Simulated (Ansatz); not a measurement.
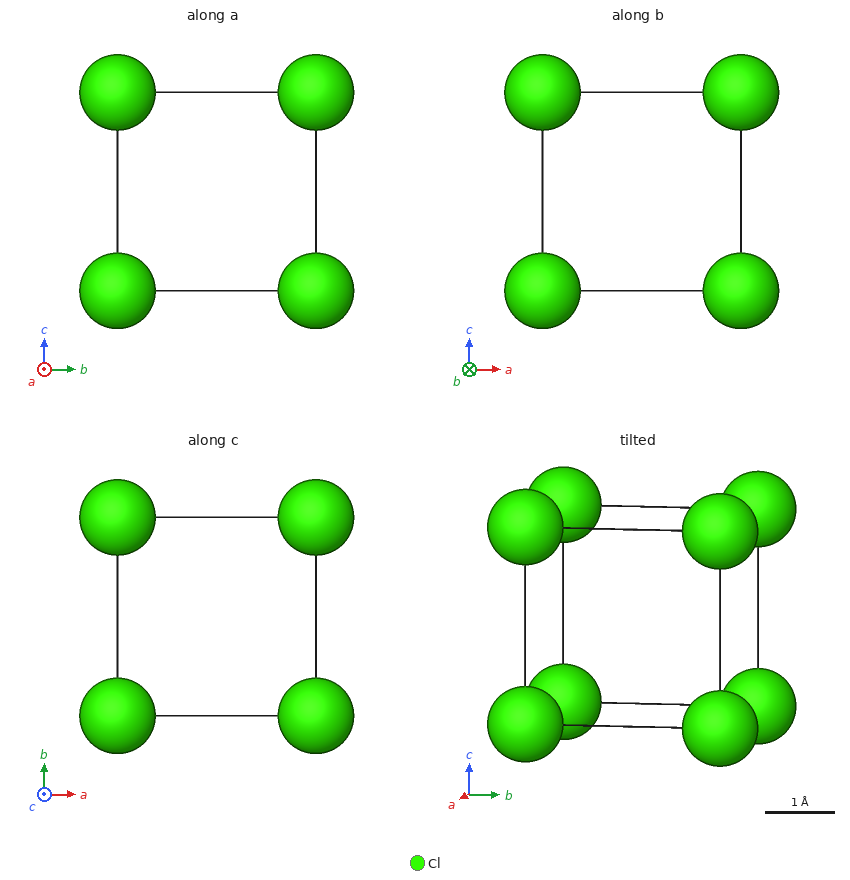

We look at a spheres-only model of the crystal along the a axis, along the b axis, along the c axis and slightly off an axis. The conventional unit cell is outlined; an atom on or near a face, edge or corner is repeated at each equivalent position.

Lattice parameters: a = 2.884 Å, b = 2.884 Å, c = 2.884 Å, α = 90.00°, β = 90.00°, γ = 90.00°.

> Reconstruct the structure as a table of Wyckoff sites.

Space group Pm-3m (No. 221).
| atom | site | x | y | z |
| --- | --- | --- | --- | --- |
| Cl | 1a | 0.0000 | 0.0000 | 0.0000 |

The starting point was a structure type filled with this element by a generator (whether the element takes this form wasn't checked). The cell was then strained or its atoms displaced on purpose. It went into a calculation with Ansatz.
